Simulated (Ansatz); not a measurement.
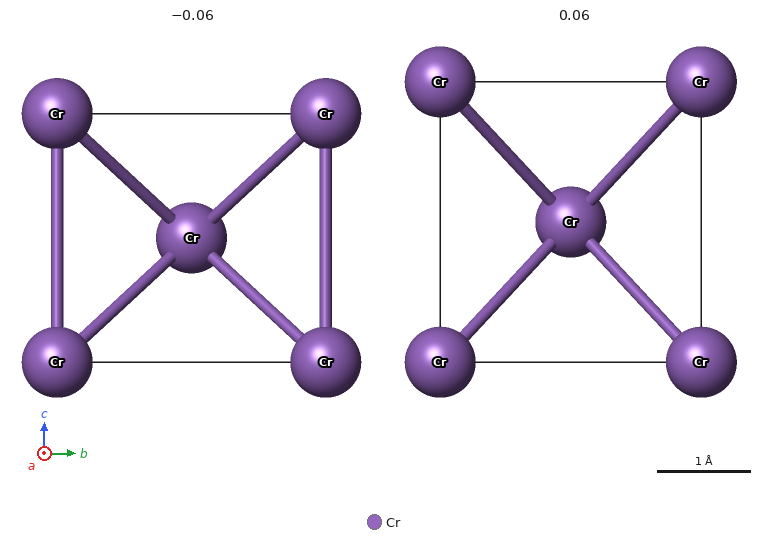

Crystalline Cr (set up in Im-3m), under uniaxial strain along a (b, c relaxed, atoms fixed by symmetry), with energies (extrapolated to zero smearing) counted from the relaxed crystal, which is the row at zero. The picture shows the first and the last member. The picture is a ball-and-stick view of the cell of the calculation, reduced to other axes, seen along the a axis. Lengths and directions refer to the drawn axes.

Computed with Ansatz 0.2.0: DFT PBE, scalar-relativistic, plane waves, PAW. (plane-wave cutoff 420 eV; k-point mesh 18 × 18 × 18; occupations gaussian; smearing width 0.1 eV; no spin polarisation; force threshold 0.008 eV/Å)

```
strain  energy (meV/atom)  a (Å)  c (Å)
 −0.06              62.19  2.891  2.677
 −0.04              26.70  2.876  2.734
 −0.02               6.51  2.861  2.791
   0.0               0.00  2.848  2.848
  0.02               6.03  2.836  2.905
  0.04                  ?      ?      ?
  0.06              48.25  2.812  3.019
```

Question: Estimate the missing row from the others, and compare with the calculation.

Answer: A parabola through three neighbouring rows (0.0, 0.02, 0.06) gives, with Lagrange weights, (−0.3333)(0.00) + (1.0000)(6.03) + (0.3333)(48.25) = 22.11 meV/atom. The calculation gives 22.71 meV/atom (a = 2.824 Å, c = 2.962 Å). The estimate is 0.60 meV/atom too low. From the first member to the last: Cr–Cr 2.677 → 3.019 Å, Cr–Cr 2.444 → 2.496 Å.

The whole series:

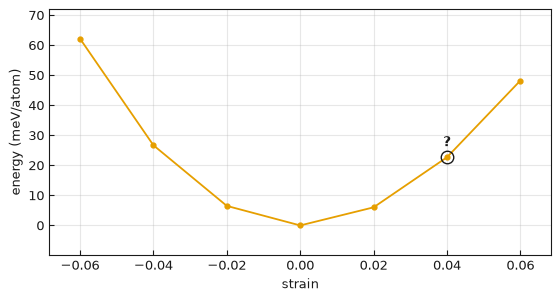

Each member starts from this one structure; whether another phase lies lower wasn't checked.

Limits of the set-up: an element that often carries a moment was run without spin polarisation.
